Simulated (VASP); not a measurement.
Si

```xyz
1
Lattice="1.9777 0.0000 0.0000 0.0000 3.1526 0.0000 0.0000 0.0000 14.0000" Properties=species:S:1:pos:R:3 pbc="T T T"
Si    0.9888    1.5763    7.0000
```

These are results of Kohn-Sham DFT of a periodic cell, PBE, VASP PAW PBE potentials, recommended in VASP, not measurements.

Predict the valence pseudo-density and electron localisation function between the atoms.

Si–Si (1.98 Å): ρ at the midpoint is about 0.82 e/Å³; the ELF peaks at about 0.90 between the atoms, as expected for localised, covalent bonding.

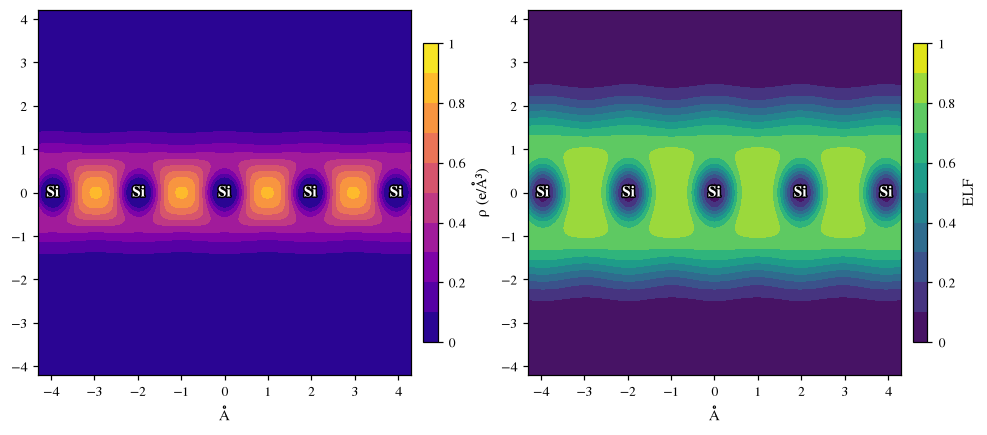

Computed valence pseudo-density and electron localisation function on the (010) plane of the calculation cell, a cut from vacuum to vacuum, in this order. 

In a PAW calculation such maps are meaningful between the atoms, not at the nuclei.
